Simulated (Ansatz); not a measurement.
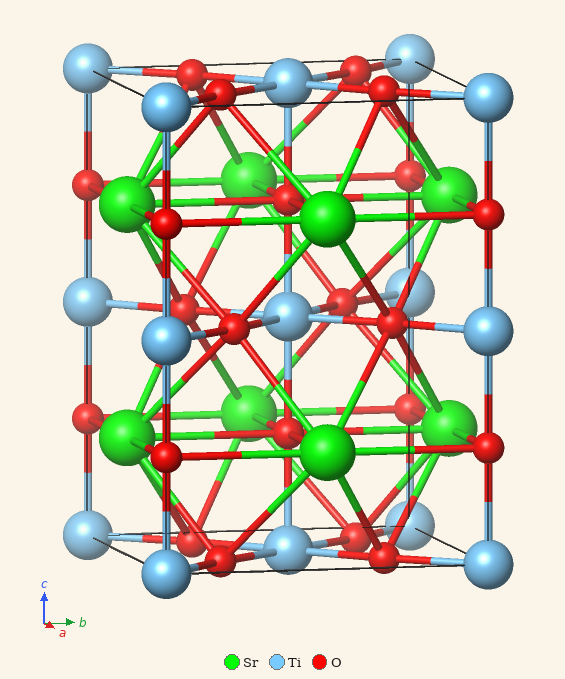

We look at a ball-and-stick model of the crystal slightly off an axis. The wireframe shows the conventional unit cell.

SrTiO3, space group I4/mcm (No. 140), a = 5.518 Å, b = 5.518 Å, c = 7.827 Å, α = 90.00°, β = 90.00°, γ = 90.00°. It goes back to a structure listed in the Materials Project. Earlier steps of the study may have refined or changed the cell and positions. It was the input of a calculation with Ansatz.

This one geometry was computed with Ansatz (DFT, plane waves, PAW) at six levels of theory: PBE, PBE0, HSE06, LDA, PBE with spin-orbit coupling and LC-wPBE. It was relaxed beforehand with r2SCAN.

Q: Which level gives the highest pressure at this volume, and what does that say about its equilibrium volume?

A: Highest: PBE (4.0 GPa) and PBE with spin-orbit coupling (4.0 GPa), which points to the largest equilibrium volume. Lowest, with the smallest volume: LDA (-7.6 GPa). Levels within 0.5 GPa of each other can't be told apart.

Q: How does the band gap change with the level of theory?

A: LDA: a gap of 1.84 eV, direct; PBE with spin-orbit coupling: a gap of 1.93 eV, direct; PBE: a gap of 1.94 eV, direct; HSE06: a gap of 3.39 eV, direct; PBE0: a gap of 4.13 eV, direct; LC-wPBE: a gap of 8.66 eV, direct.

Q: Collect the results in a table.

A:
| level | cutoff (eV) | k-mesh of the run's cell | gap (eV) | pressure (GPa) |
| --- | --- | --- | --- | --- |
| PBE | 420 | 6×6×6 | 1.94 | 4.0 |
| PBE0 | 420 | 4×4×4 | 4.13 | -1.9 |
| HSE06 | 420 | 4×4×4 | 3.39 | -1.8 |
| LDA | 420 | 6×6×6 | 1.84 | -7.6 |
| PBE with spin-orbit coupling | 420 | 6×6×6 | 1.93 | 4.0 |
| LC-wPBE | 420 | 4×4×4 | 8.66 | -3.6 |

Gaps are taken on the k-mesh or band path of each run.
